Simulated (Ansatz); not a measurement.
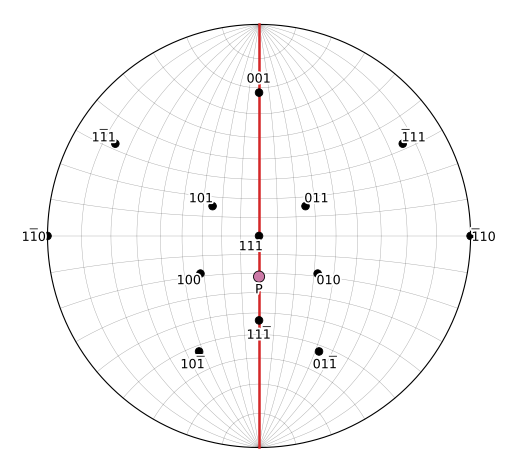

Stereographic projection of plane normals (upper hemisphere) centred on (1 1 1). Crystal: PtSe₂, coordinates from a relaxation at fixed volume with Ansatz, DFT PBE+D3(BJ), scalar-relativistic, plane waves, PAW. All values are computed from the atomic coordinates in the standard setting (tolerance 0.002 Å).

a = 3.759 Å, b = 3.759 Å, c = 4.709 Å, α = 90.00°, β = 90.00°, γ = 120.00°.

Question: Index the pole marked P.

Answer: P is (1 1 0), in four indices (1 1 −2 0), 21.8° from the centre.

Question: Which zone does the coloured great circle trace?

Answer: The zone [1 −1 0]: its poles satisfy h − k = 0.

Question: What is the angle between the normals of (−1 1 0) and (0 1 0), and what are their d_hkl = 1/|g|?

Answer: 60.0°; d = 3.255 Å and 3.255 Å.
